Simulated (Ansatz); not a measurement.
Consider Al2Cu.

```xyz
12
Lattice="0.0000 0.0000 4.7836 -5.9335 -5.9335 0.0000 2.9668 -2.9668 -2.3918" Properties=species:S:1:pos:R:3 pbc="T T T"
Al   -3.5034   -6.4702   -1.1959
Al   -0.5367   -3.5034    1.1959
Al   -2.4301   -3.5034    3.6390
Al    0.5367   -0.5367    1.2472
Al   -2.4301   -5.3968    1.1959
Al    0.5367   -2.4301   -1.1959
Al   -0.5367   -5.3969   -1.2472
Al    2.4301   -2.4301    1.1446
Cu   -4.5257   -4.5257    0.0000
Cu   -1.5590   -1.5590    2.3918
Cu   -4.3745   -4.3745    2.3918
Cu   -1.4078   -1.4078    0.0000
```

Space group C2/m; not relaxed (largest force 0.6 eV/Å); computed without spin polarisation; PAW files of the earlier set (soft_1).

Theory: DFT LDA, scalar-relativistic, plane waves, PAW (Ansatz 0.2.0).

Q: Predict the valence pseudo-density and electron localisation function between the atoms.

A: Al–Al (2.68 Å): ρ is about 0.26 e/Å³ halfway; the ELF peaks at about 0.85 between the atoms.

Q: Does the calculation make it a metal, or give it a gap?

A: It is gapless in this calculation (a metal or semimetal).

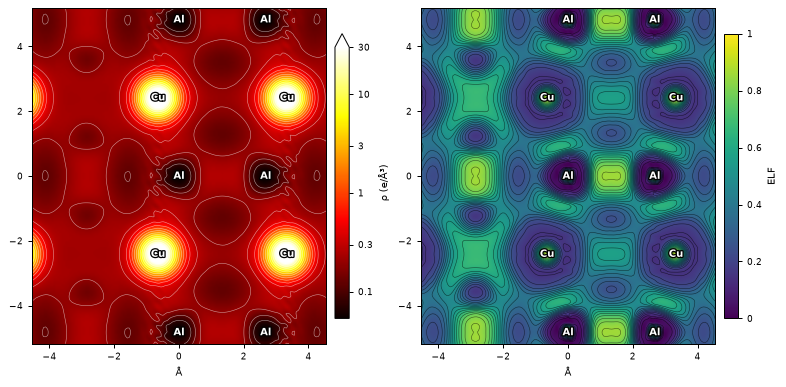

Computed valence pseudo-density and electron localisation function on the (100) plane of the conventional cell, in this order. Atoms just off the plane (Al, 0.6 Å away) can leave unmarked features too.

The density is the valence pseudo-density of a PAW calculation; it isn't the true density close to the nuclei.
